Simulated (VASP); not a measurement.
# LiH with PBE: from relaxation to properties, part 2 of 3

What structure does LiH take at this level, and what are its properties? The start is a cell from a database of measured crystal structures.

VASP 6.6.1; PBE; plane waves and PAW (Li_sv, H).

So far, gap on the k-mesh (eV): step 2 (relaxing cell and atoms (PBE)) 3.27; step 3 (k-mesh 10×10×10) 2.97. The relaxed cell has a = 3.995 Å (conventional setting).

The database entry behind the starting cell differs from later determinations by our own check (the deuteride, about 0.2 % short), so it need not match the best structure at ambient conditions.

**4. Single point with fields (PBE)**

The relaxed cell gets a fresh self-consistent run, on a basis set for its own volume, to fix the density and to check the remaining stress.

Input file INCAR:

```
SYSTEM = LiH
PREC = Accurate
ENCUT = 650
EDIFF = 1E-06
NELM = 100
ISMEAR = 0
SIGMA = 0.05
LREAL = .FALSE.
ALGO = Normal
GGA = PE
NBANDS = 8
LORBIT = 11
LWAVE = .FALSE.
LCHARG = .TRUE.
ISIF = 2
LELF = .TRUE.
LVHAR = .TRUE.
```

Input file POSCAR:

```
LiH
1.0
    0.0000000000      1.9975096674      1.9975096674
    1.9975096674      0.0000000000      1.9975096674
    1.9975096674      1.9975096674      0.0000000000
Li H
1 1
Direct
    0.0000000000      0.0000000000      0.0000000000
    0.5000000000      0.5000000000      0.5000000000
```

Input file KPOINTS:

```
Automatic mesh
0
Gamma
10 10 10
0 0 0
```

The projector-augmented-wave data sets are Li_sv and H (PBE family, release 64).

Command:

```
mpirun -np 2 vasp_std
```

The log of the run:

```text
[banner, memory and clock lines left out]
running    2 mpi-ranks, on    1 nodes
 distrk:  each k-point on    2 cores,    1 groups
 distr:  one band on    1 cores,    2 groups

 POSCAR found type information on POSCAR LiH
 POSCAR found :  2 types and       2 ions
 LDA part: xc-table for (Slater+PW92), standard interpolation
 POSCAR, INCAR and KPOINTS ok, starting setup
 FFT: planning ... GRIDC
 FFT: planning ... GRID_SOFT
 FFT: planning ... GRID
 WAVECAR not read
 entering main loop
       N       E                     dE             d eps       ncg     rms          rms(c)
[... 10 cycles as in an earlier step ...]
DAV:  11    -0.612684366813E+01    0.61977E-06   -0.20244E-07   704   0.211E-03
   1 F= -.61268437E+01 E0= -.61268437E+01  d E =-.877208E-24
```

Run time: 4 s. Hardware: 2 MPI ranks of Intel Xeon Platinum 8375C at 2.90GHz (Ice Lake), shared host; peak memory 0.21 GiB.

Parts of OUTCAR (step 4):

```text
The static configuration has the point symmetry O_h .

 Found     47 irreducible k-points:

   NELECT =       4.0000    total number of electrons

 E-fermi :   0.4765

  Total        0.0052649      0.0052649      0.0052649     -0.0000000     -0.0000000      0.0000000
  in kB        0.5291779      0.5291779      0.5291779     -0.0000000     -0.0000000      0.0000000
  external PRESSURE =       0.5291779 kB  Pullay stress =       0.0000000 kB

 POSITION                                       TOTAL-FORCE (eV/Angst)
 -----------------------------------------------------------------------------------
      0.00000      0.00000      0.00000        -0.000000     -0.000000     -0.000000
      1.99751      1.99751      1.99751         0.000000      0.000000      0.000000
 -----------------------------------------------------------------------------------
    total drift:                                0.000000     -0.000000     -0.000000

[... 18 parts as in an earlier step ...]
```

This step gave:

| Property | Result |
| --- | --- |
| SCF cycles | 11 |

Valence electrons inside each PAW sphere by angular momentum. Sphere charges, by row:

```
atom  s (e)  p (e)  d (e)  tot (e)
 Li1  2.022  0.061      0    2.082
  H2  0.545  0.002      0    0.547
```

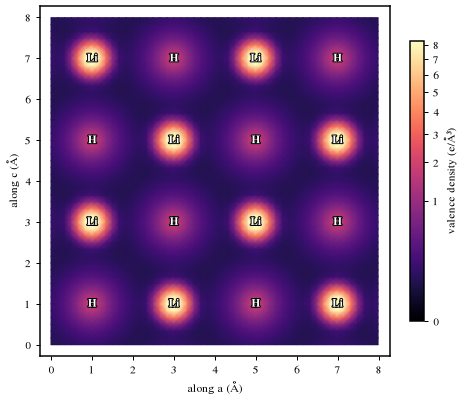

Valence density in the ac plane of the conventional cell at fractional y = 0.000, with atoms of Li and H within 0.2 Å of it. It is the smooth field of the valence electrons, not physical close to the nuclei. The map starts off the cell's origin, so that atoms lie inside it. The colour scale is stretched toward low values.

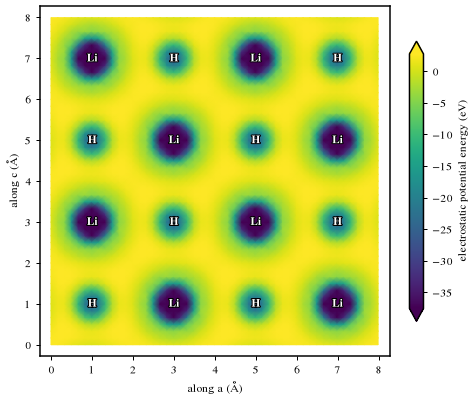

Electrostatic potential energy in the ac plane of the conventional cell at fractional y = 0.000, with atoms of Li and H within 0.2 Å of it. With pseudopotentials it is smooth inside the atoms' cores, unlike the true potential. The map starts off the cell's origin, so that atoms lie inside it.

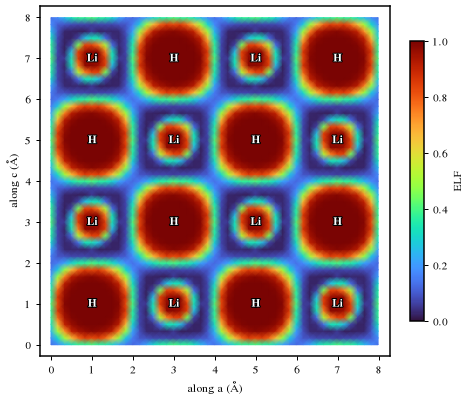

ELF in the ac plane of the conventional cell at fractional y = 0.000, with atoms of Li and H within 0.2 Å of it. It is the smooth field of the valence electrons, not physical close to the nuclei. The map starts off the cell's origin, so that atoms lie inside it.

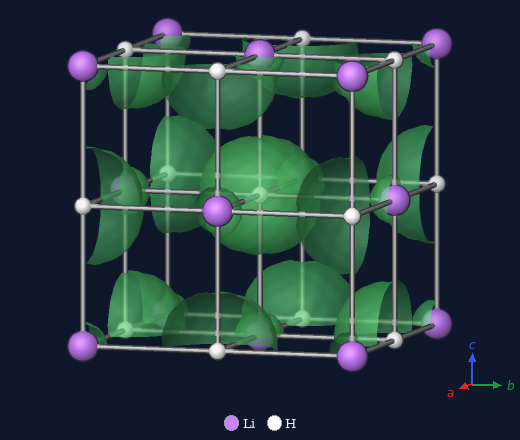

Surface of ELF = 0.85.

In this run the pressure is 0.05 GPa, small enough to go on.

**5. Band structure (PBE)**

The mesh alone shows little of the dispersion and can miss band extrema, so KPOINTS_OPT adds a path through the symmetry points after the self-consistent cycle.

Input file INCAR:

```
SYSTEM = LiH
PREC = Accurate
ENCUT = 650
EDIFF = 1E-06
NELM = 100
ISMEAR = 0
SIGMA = 0.05
LREAL = .FALSE.
ALGO = Normal
GGA = PE
NBANDS = 14
LORBIT = 11
LWAVE = .FALSE.
LCHARG = .FALSE.
KPAR = 2
```

POSCAR is that of step 4.

KPOINTS is that of step 4.

Input file KPOINTS_OPT:

```
Line mode
16
Line-mode
Reciprocal
  0.00000000   0.00000000   0.00000000 GAMMA
  0.50000000   0.00000000   0.50000000 X

  0.50000000   0.00000000   0.50000000 X
  0.50000000   0.25000000   0.75000000 W

  0.50000000   0.25000000   0.75000000 W
  0.37500000   0.37500000   0.75000000 K

  0.37500000   0.37500000   0.75000000 K
  0.00000000   0.00000000   0.00000000 GAMMA

  0.00000000   0.00000000   0.00000000 GAMMA
  0.50000000   0.50000000   0.50000000 L

  0.50000000   0.50000000   0.50000000 L
  0.62500000   0.25000000   0.62500000 U

  0.62500000   0.25000000   0.62500000 U
  0.50000000   0.25000000   0.75000000 W

  0.50000000   0.25000000   0.75000000 W
  0.50000000   0.50000000   0.50000000 L

  0.50000000   0.50000000   0.50000000 L
  0.37500000   0.37500000   0.75000000 K

  0.62500000   0.25000000   0.62500000 U
  0.50000000   0.00000000   0.50000000 X
```

Command:

```
mpirun -np 2 vasp_std
```

The log of the run:

```text
[... set-up lines as in an earlier step ...]
 entering main loop
       N       E                     dE             d eps       ncg     rms          rms(c)
DAV:   1     0.313259483345E+01    0.31326E+01   -0.14804E+03  1316   0.297E+02
DAV:   2    -0.616043098193E+01   -0.92930E+01   -0.91822E+01  1784   0.649E+01
DAV:   3    -0.636942280216E+01   -0.20899E+00   -0.20867E+00  1672   0.782E+00
DAV:   4    -0.637069999257E+01   -0.12772E-02   -0.12772E-02  1538   0.563E-01
DAV:   5    -0.637070443316E+01   -0.44406E-05   -0.44406E-05  1700   0.322E-02    0.289E+00
DAV:   6    -0.618717604421E+01    0.18353E+00   -0.13621E-01  1610   0.779E-01    0.145E+00
DAV:   7    -0.612524345579E+01    0.61933E-01   -0.17177E-01  1714   0.993E-01    0.219E-01
DAV:   8    -0.612691641053E+01   -0.16730E-02   -0.33753E-03  1638   0.262E-01    0.431E-02
DAV:   9    -0.612684951933E+01    0.66891E-04   -0.13291E-04  1628   0.316E-02    0.450E-03
DAV:  10    -0.612684415420E+01    0.53651E-05   -0.50565E-06  1588   0.119E-02    0.242E-03
DAV:  11    -0.612684356967E+01    0.58453E-06   -0.18082E-07  1006   0.142E-03
   1 F= -.61268436E+01 E0= -.61268436E+01  d E =-.820291E-14
 Start KPOINTS_OPT (optional k-point list driver)
k-point batch [1-47\160]
       N       E                     dE             ncg
DAV:   1    -0.384704370642E+04   -0.12695E+05     1324
DAV:   2    -0.424817536745E+04   -0.40113E+03     1852
DAV:   3    -0.425511171549E+04   -0.69363E+01     1720
DAV:   4    -0.425513731452E+04   -0.25599E-01     1542
DAV:   5    -0.425513748117E+04   -0.16665E-03     1812
DAV:   6    -0.425513748234E+04   -0.11714E-05     1598
DAV:   7    -0.425513748235E+04   -0.95752E-08     1582
[...]
k-point batch [142-160\160]
       N       E                     dE             ncg
DAV:   1     0.466549642311E+04   -0.55307E+04      532
DAV:   2     0.450805865481E+04   -0.15744E+03      762
DAV:   3     0.450500556659E+04   -0.30531E+01      706
DAV:   4     0.450499415225E+04   -0.11414E-01      624
DAV:   5     0.450499411441E+04   -0.37843E-04      740
DAV:   6     0.450499411414E+04   -0.26727E-06      680
```

Wall time 11 s (2 MPI ranks); peak memory 0.26 GiB.

Parts of OUTCAR (step 5):

```text
   k-points           NKPTS =     47   k-points in BZ     NKDIM =     47   number of bands    NBANDS=     14

   NELECT =       4.0000    total number of electrons

 E-fermi :   0.3774

 k-point     1 :       0.0000    0.0000    0.0000
  band No.  band energies     occupation
      1     -44.1389      2.00000
      2      -5.3374      2.00000
      3      16.3518      0.00000
      4      18.1317      0.00000
      5      18.1317      0.00000
      6      18.1317      0.00000
      7      22.8662      0.00000
    ...

  Total        0.0051768      0.0051768      0.0051768     -0.0000000      0.0000000     -0.0000000
  in kB        0.5203265      0.5203265      0.5203265     -0.0000000      0.0000000     -0.0000000
  external PRESSURE =       0.5203265 kB  Pullay stress =       0.0000000 kB

 POSITION                                       TOTAL-FORCE (eV/Angst)
 -----------------------------------------------------------------------------------
      0.00000      0.00000      0.00000         0.000000      0.000000      0.000000
      1.99751      1.99751      1.99751         0.000000      0.000000      0.000000
 -----------------------------------------------------------------------------------
    total drift:                                0.000000     -0.000000     -0.000000

  FREE ENERGIE OF THE ION-ELECTRON SYSTEM (eV)
  ---------------------------------------------------
  free  energy   TOTEN  =        -6.1268435697 eV

  energy  without entropy=       -6.1268435697  energy(sigma->0) =       -6.12684357

[... 10 parts as in an earlier step ...]

[... 6 further parts left out ...]
```

This step gave:

* bands: 14
* Fermi energy: 0.3774 eV
* pressure: 0.05203 GPa
* least gap on mesh and path: 2.972 eV
* least direct gap on mesh and path: 2.972 eV

Electronic bands along the path, in eV, zero at the valence-band top; v1 is the highest filled band, c1 the lowest empty one:

```
    point     v1     c1     c2
        Γ  -5.47  16.21  17.99
        X   0.00   2.97  10.86
        W  -0.24   5.28   5.28
        K  -0.52   4.13   7.61
        Γ  -5.47  16.21  17.99
        L  -2.66   4.94  13.75
        U  -0.52   4.13   7.61
        W  -0.24   5.28   5.28
        L  -2.66   4.94  13.75
        K  -0.52   4.13   7.61
jump to U  -0.52   4.13   7.61
        X   0.00   2.97  10.86
```

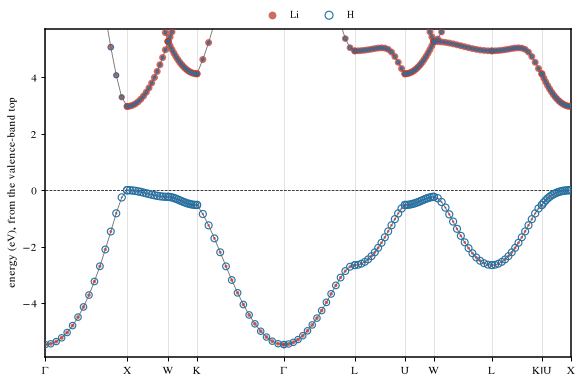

Electronic bands along the path; dots are coloured as in the legend, and their area grows with the weight.

The path finds the gap of the mesh within 0.02 eV, so the mesh comes close to both band edges.

**6. Total and projected DOS (PBE)**

A density of states needs more k-points than a total energy; ISMEAR = -5 takes tetrahedra, and LORBIT projects the states on the PAW spheres. The mesh is finer than in the run before.

INCAR: that of step 5 with these lines changed.

```diff
@@ -5,3 +5,3 @@
 NELM = 100
-ISMEAR = 0
+ISMEAR = -5
 SIGMA = 0.05
@@ -15 +15,2 @@
 KPAR = 2
+NEDOS = 2001
```

POSCAR is that of step 5.

Input file KPOINTS:

```
Automatic mesh
0
Gamma
14 14 14
0 0 0
```

Command:

```
mpirun -np 2 vasp_std
```

The log of the run:

```text
[... set-up lines as in an earlier step ...]
 entering main loop
       N       E                     dE             d eps       ncg     rms          rms(c)
DAV:   1     0.271295398829E+01    0.27130E+01   -0.14765E+03  2912   0.298E+02
DAV:   2    -0.618440600657E+01   -0.88974E+01   -0.87848E+01  4008   0.638E+01
DAV:   3    -0.636995780269E+01   -0.18555E+00   -0.18541E+00  3594   0.743E+00
DAV:   4    -0.637073153134E+01   -0.77373E-03   -0.77371E-03  3410   0.457E-01
DAV:   5    -0.637073480096E+01   -0.32696E-05   -0.32696E-05  3650   0.276E-02    0.289E+00
DAV:   6    -0.618721408492E+01    0.18352E+00   -0.13606E-01  3632   0.779E-01    0.145E+00
DAV:   7    -0.612528511892E+01    0.61929E-01   -0.17145E-01  3802   0.993E-01    0.219E-01
DAV:   8    -0.612696071137E+01   -0.16756E-02   -0.34015E-03  3622   0.263E-01    0.429E-02
DAV:   9    -0.612689361749E+01    0.67094E-04   -0.13316E-04  3682   0.318E-02    0.460E-03
DAV:  10    -0.612688814940E+01    0.54681E-05   -0.50915E-06  3482   0.119E-02    0.245E-03
DAV:  11    -0.612688756269E+01    0.58671E-06   -0.18443E-07  2222   0.142E-03
   1 F= -.61268876E+01 E0= -.61268876E+01  d E =0.000000E+00
```

Elapsed: 10 s, on 2 MPI ranks; peak memory 0.27 GiB; 15 s of CPU time.

From OUTCAR (step 6):

```text
   k-points           NKPTS =    104   k-points in BZ     NKDIM =    104   number of bands    NBANDS=     14

   NELECT =       4.0000    total number of electrons

 E-fermi :   0.1673

 k-point     1 :       0.0000    0.0000    0.0000
  band No.  band energies     occupation
      1     -44.1388      2.00000
      2      -5.3375      2.00000
      3      16.3517      0.00000
      4      18.1317      0.00000
      5      18.1317      0.00000
      6      18.1317      0.00000
      7      22.8661      0.00000
    ...

  Total        0.0050059      0.0050059      0.0050059      0.0000000      0.0000000     -0.0000000
  in kB        0.5031449      0.5031449      0.5031449      0.0000000      0.0000000     -0.0000000
  external PRESSURE =       0.5031449 kB  Pullay stress =       0.0000000 kB

 POSITION                                       TOTAL-FORCE (eV/Angst)
 -----------------------------------------------------------------------------------
      0.00000      0.00000      0.00000         0.000000     -0.000000      0.000000
      1.99751      1.99751      1.99751         0.000000      0.000000      0.000000
 -----------------------------------------------------------------------------------
    total drift:                                0.000000     -0.000000     -0.000000

  FREE ENERGIE OF THE ION-ELECTRON SYSTEM (eV)
  ---------------------------------------------------
  free  energy   TOTEN  =        -6.1268875627 eV

  energy  without entropy=       -6.1268875627  energy(sigma->0) =       -6.12688756

[... 7 parts as in an earlier step ...]

[... 9 further parts left out ...]
```

Numbers from this step:

```yaml
irreducible_k_points: 104
fermi_energy: 0.1673 eV
pressure: 0.05031 GPa
```

The density of states has structure finer than the step of the table below, so its rows give means over 2 eV, whole bins alone (the curve runs from -12.0 to 10.9 eV). Peaks (eV: height): total -2.5: 0.618, 5.1: 1.37; H s -2.5: 0.161; Li p -2.5: 0.0242, 5.1: 0.122, 10.0: 0.0619; Li s -4.0: 0.0134, 5.1: 0.0813; H p 5.1: 0.0304.

States under -12.0 eV and over 10.9 eV are left out. Table of density of states by energy, zero at the valence-band top; means over each step; values in states/eV/cell:

```
energy (eV)   total      H s     Li p     Li s      H p
         -8       0        0        0        0        0
         -6  0.0217  0.00446   9.1e-5  0.00155        0
         -4   0.282   0.0641  0.00614   0.0124   2.2e-4
         -2   0.526    0.146   0.0198  0.00643   5.8e-4
          0   0.172   0.0592  0.00437  0.00116   1.0e-4
          2  2.2e-5        0   2.2e-6        0        0
          4   0.174  0.00494   0.0240  0.00182  0.00355
          6   0.555   0.0187   0.0552   0.0274   0.0123
          8   0.487   0.0329   0.0585   0.0187   0.0112
```

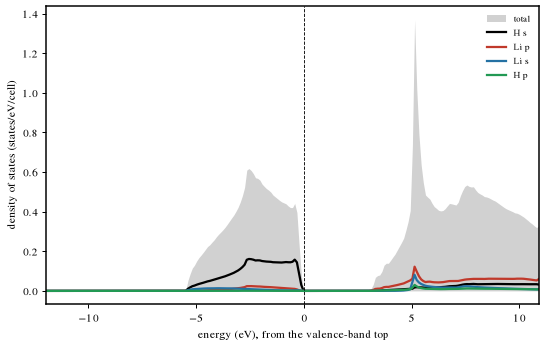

Density of states, plotted against energy.

The gap on this mesh is 2.97 eV. In the top eV of the valence band the largest shares in the PAW spheres are H s 35 %. The rest lies in smaller channels or between the spheres.

**7. Field gradients at the nuclei (PBE)**

Field gradients probe how far the charge around each nucleus departs from cubic symmetry; LASPH keeps the non-spherical terms inside the spheres.

Input file INCAR:

```
SYSTEM = LiH
PREC = Accurate
ENCUT = 650
EDIFF = 1E-07
NELM = 100
ISMEAR = 0
SIGMA = 0.05
LREAL = .FALSE.
ALGO = Normal
GGA = PE
NBANDS = 8
LORBIT = 11
LWAVE = .FALSE.
LCHARG = .FALSE.
KPAR = 2
LEFG = .TRUE.
LASPH = .TRUE.
```

POSCAR is that of step 6.

Input file KPOINTS:

```
Automatic mesh
0
Gamma
10 10 10
0 0 0
```

Command:

```
mpirun -np 2 vasp_std
```

The log of the run:

```text
[... set-up lines as in an earlier step ...]
 entering main loop
       N       E                     dE             d eps       ncg     rms          rms(c)
[... 10 cycles as in an earlier step ...]
DAV:  11    -0.612684366920E+01    0.61871E-06   -0.21313E-07  1168   0.211E-03    0.445E-04
DAV:  12    -0.612684299991E+01    0.66929E-06   -0.72265E-09   544   0.765E-04    0.241E-04
DAV:  13    -0.612684301776E+01   -0.17849E-07   -0.50590E-09   480   0.416E-04
ion   1
     0.0000000    -0.0000000    -0.0000000     0.0000000     0.0000000     0.0000000
     0.0000222    -0.0000000    -0.0000000     0.0000000     0.0000000     0.0000000
     0.0000306    -0.0000000    -0.0000000     0.0000000     0.0000000     0.0000000
     0.0000422    -0.0000000    -0.0000000     0.0000000     0.0000000     0.0000000
     0.0000581    -0.0000000    -0.0000000     0.0000000     0.0000000     0.0000000

     0.0000000    -0.0000000    -0.0000000     0.0000000     0.0000000     0.0000000
     0.0000222    -0.0000000    -0.0000000     0.0000000     0.0000000     0.0000000
     0.0000306    -0.0000000    -0.0000000     0.0000000     0.0000000     0.0000000
     0.0000422    -0.0000000    -0.0000000     0.0000000     0.0000000     0.0000000
     0.0000581    -0.0000000    -0.0000000     0.0000000     0.0000000     0.0000000

ion   2
     0.0000000    -0.0000000     0.0000000     0.0000000     0.0000000     0.0000000
     0.0000116    -0.0000000     0.0000000     0.0000000     0.0000000     0.0000000
     0.0000158    -0.0000000     0.0000000     0.0000000     0.0000000     0.0000000
     0.0000215    -0.0000000     0.0000000     0.0000000     0.0000000     0.0000000
     0.0000293    -0.0000000     0.0000000     0.0000000     0.0000000     0.0000000

     0.0000000    -0.0000000     0.0000000     0.0000000     0.0000000     0.0000000
     0.0000116    -0.0000000     0.0000000     0.0000000     0.0000000     0.0000000
     0.0000158    -0.0000000     0.0000000     0.0000000     0.0000000     0.0000000
     0.0000215    -0.0000000     0.0000000     0.0000000     0.0000000     0.0000000
     0.0000293    -0.0000000     0.0000000     0.0000000     0.0000000     0.0000000

   1 F= -.61268430E+01 E0= -.61268430E+01  d E =-.827395E-24
```

Wall time 4.6 s (2 MPI ranks); peak memory 0.23 GiB.

Parts of OUTCAR (step 7):

```text
   NELECT =       4.0000    total number of electrons

 E-fermi :   0.4767

 k-point     1 :       0.0000    0.0000    0.0000
  band No.  band energies     occupation
      1     -44.1386      2.00000
      2      -5.3374      2.00000
      3      16.3517      0.00000
      4      18.1317      0.00000
      5      18.1317      0.00000
      6      18.1317      0.00000
      7      22.8661      0.00000
    ...

  Total        0.0056974      0.0056974      0.0056974      0.0000000      0.0000000      0.0000000
  in kB        0.5726490      0.5726490      0.5726490      0.0000000      0.0000000      0.0000000
  external PRESSURE =       0.5726490 kB  Pullay stress =       0.0000000 kB

  FREE ENERGIE OF THE ION-ELECTRON SYSTEM (eV)
  ---------------------------------------------------
  free  energy   TOTEN  =        -6.1268430178 eV

  energy  without entropy=       -6.1268430178  energy(sigma->0) =       -6.12684302

 Electric field gradients after diagonalization (V/A^2)
 (convention: |V_zz| > |V_xx| > |V_yy|)
----------------------------------------------------------------------
 ion       V_xx      V_yy      V_zz     asymmetry (V_yy - V_xx)/ V_zz
----------------------------------------------------------------------
   1       0.000     0.000    -0.000       0.000
   2      -0.000    -0.000     0.001       0.000
----------------------------------------------------------------------

[... 10 parts as in an earlier step ...]

[... 8 further parts left out ...]
```

This step gave:

| Quantity | Value |
| --- | --- |
| SCF cycles | 13 |
| bands | 8 |
| irreducible k-points | 47 |
| Fermi energy | 0.4767 eV |
| pressure | 0.05726 GPa |

Electric field gradients, by row:

```
atom  Vxx (V/Å²)  Vyy (V/Å²)  Vzz (V/Å²)  asymmetry
 Li1           0           0           0          -
  H2           0           0       0.001          -
```

All gradients vanish within the noise.

The run ends at a pressure of 0.06 GPa.

(Continued in part 3 of 3.)

[Lines on the potential files, build, host, timing and source positions are cut from VASP's logs without a mark.]

[Logs are printed without paths, hosts, clocks, repeated set-up lines and the standing remarks that a program may print on its own settings, such as how far it seeks lower states.]

[Hosts, paths, dates, database ids (printed as entryN), source tags and the programs' standing remarks are cut or masked in the printed files.]

[A measured line is paired with the nearest computed mode of its activity, which favours agreement.]
